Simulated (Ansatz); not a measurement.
Here is a crystal structure:

```xyz
8
Lattice="4.4249 0.0000 0.0000 0.0000 4.4249 0.0000 0.0000 0.0000 4.4249" Properties=species:S:1:pos:R:3 pbc="T T T"
Ga    0.0000    0.0000    0.0000
N     2.2124    0.0000    0.0000
Ga    0.0000    2.2124    2.2124
N     2.2124    2.2124    2.2124
Ga    2.2124    0.0000    2.2124
N     0.0000    0.0000    2.2124
Ga    2.2124    2.2124    0.0000
N     0.0000    2.2124    0.0000
```

Q: Summarise the structure in words.

A: Chemical formula GaN. The atoms follow space group Fm-3m (No. 225); the Bravais lattice is face-centred cubic. It belongs to the family called rock salt (NaCl type). It has 8 atoms to the cell (4 Ga, 4 N). The neighbours of Ga are six N in an octahedral arrangement at 2.21 Å. Each N has six Ga in an octahedral arrangement at 2.21 Å. The bonds build a three-dimensional framework.

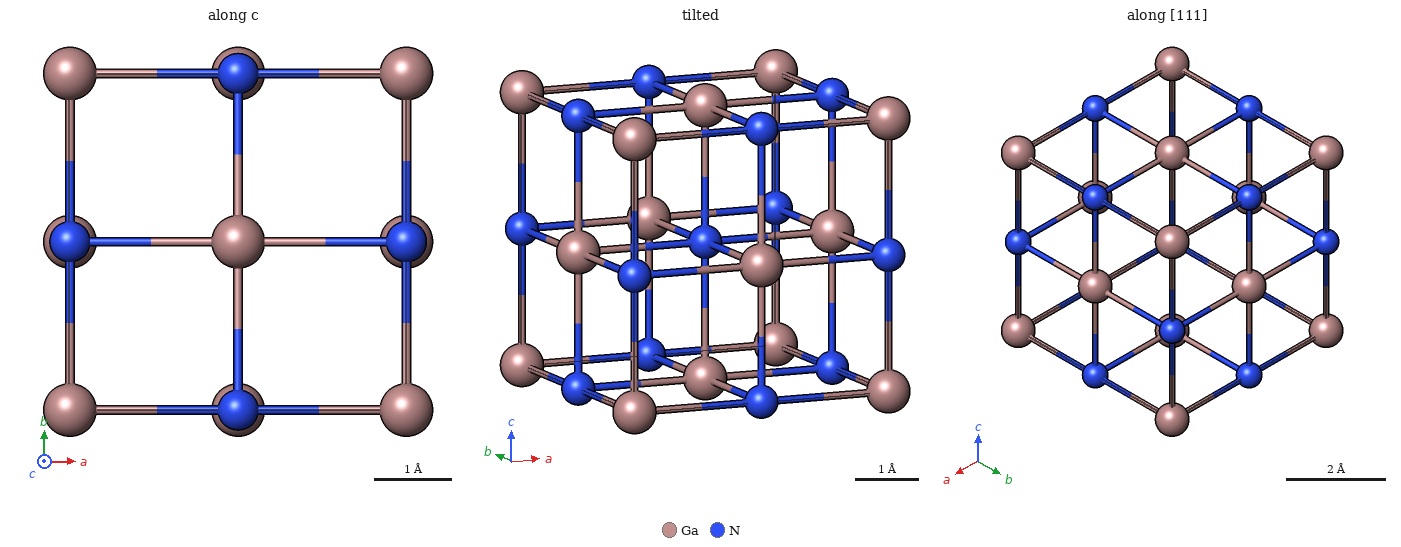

View along the c axis, slightly off an axis and along [111], drawn as a ball-and-stick model. Lines trace the edges of the conventional unit cell. Colours: gallium pink, nitrogen blue.

It goes back to a structure listed in the Materials Project. The cell was then strained or its atoms displaced on purpose. Ansatz was used for an electronic-structure calculation on it.

At this level of theory the cell isn't at rest (stretched, at -25 GPa), so its distances can differ from those at equilibrium, the more so the softer the solid.
